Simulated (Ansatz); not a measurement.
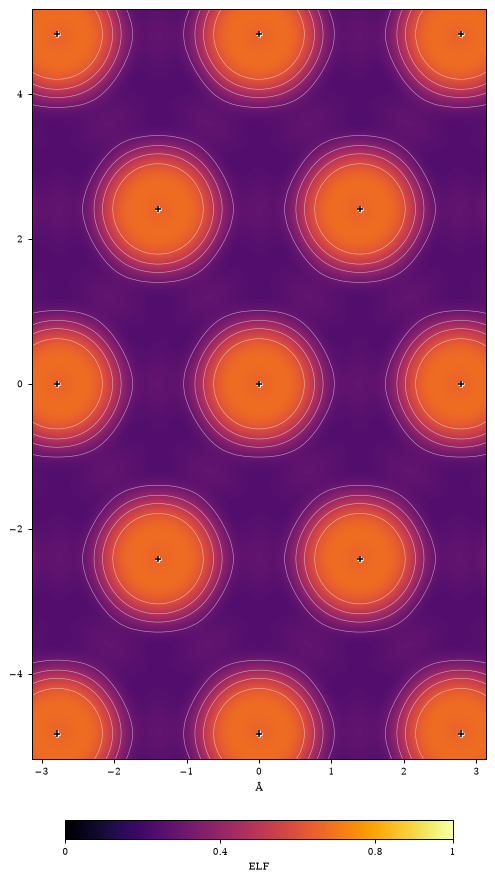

The electron localisation function on a plane through atoms (crosses mark nuclei in the plane).

The calculation used Ansatz, DFT r2SCAN, scalar-relativistic, plane waves, PAW.

Candidates:
A. TiCo3, a = 3.59 Å, b = 3.59 Å, c = 3.59 Å, α = 90.00°, β = 90.00°, γ = 90.00°. Space group Pm-3m; spin-polarised.
B. Ta, a = 2.89 Å, b = 2.89 Å, c = 5.12 Å, α = 90.00°, β = 90.00°, γ = 120.00°. Space group P6₃/mmc; a structure from a database of computed crystals, not necessarily the ambient phase.
C. Pt, a = 3.94 Å, b = 3.94 Å, c = 3.94 Å, α = 90.00°, β = 90.00°, γ = 90.00°. Space group Fm-3m.

Which system is this?

Answer. Candidate C: Pt on the (111) plane of the conventional cell, which holds Pt. Pt–Pt (2.79 Å): the ELF is about 0.30 at the midpoint; no localised pair shows between them.
